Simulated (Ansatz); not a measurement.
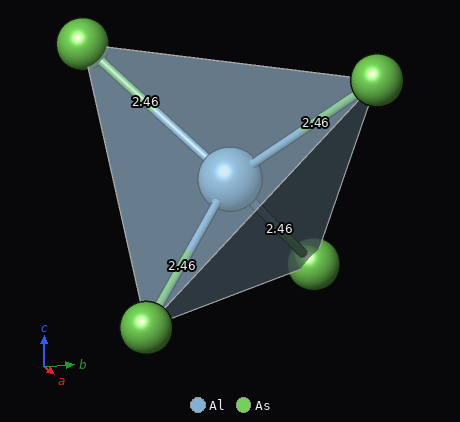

Coordination of Al in AlAs (F-43m); bond lengths in Å. Continuous shape measures are computed against ideal polyhedra (0 is ideal; above about 3 the distortion is strong). The structure is a calculation's input; it may be strained or unrelaxed.

**Name the coordination polyhedron and say how regular it is.**

AlAs4: an essentially ideal tetrahedron (coordination number 4, S = 0.00; next best see-saw, S = 9.8).

**Does the central atom sit at the centroid of its ligands?**

Yes, to within 0.01 Å; the site symmetry is -43m.
